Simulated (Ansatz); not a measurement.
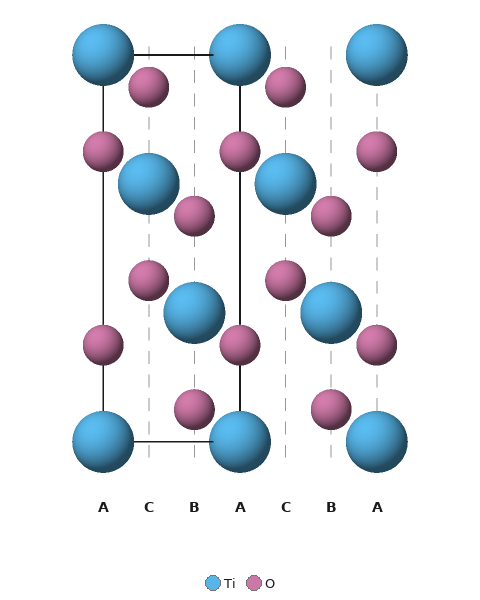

The picture looks along a close-packed row of the hexagonal mesh; [111] points upwards. The dashed lines mark the three columns A (0, 0), B (1/3, 2/3) and C (2/3, 1/3). The box is the hexagonal cell of the face-centred cubic lattice. The sequence starts with the first layer at or above the cell's origin.

TiO₂: coordinates from a relaxation with DFT, PBE, plane waves, PAW in Ansatz 0.2.0; the starting structure was generated, so it need not be a known form of this composition.

Give the sequence of layers in one repeat, with element and column.

Ti(A) – O(B) – O(A) – Ti(B) – O(C) – O(B) – Ti(C) – O(A) – O(C) (nine layers in 8.37 Å).

Heights of the layers:

```csv
layer,atoms (column),height (Å),to next (Å)
1,Ti(A),0.00,0.70
2,O(B),0.70,1.39
3,O(A),2.09,0.70
4,Ti(B),2.79,0.70
5,O(C),3.49,1.39
6,O(B),4.88,0.70
7,Ti(C),5.58,0.70
8,O(A),6.27,1.39
9,O(C),7.67,0.70
```
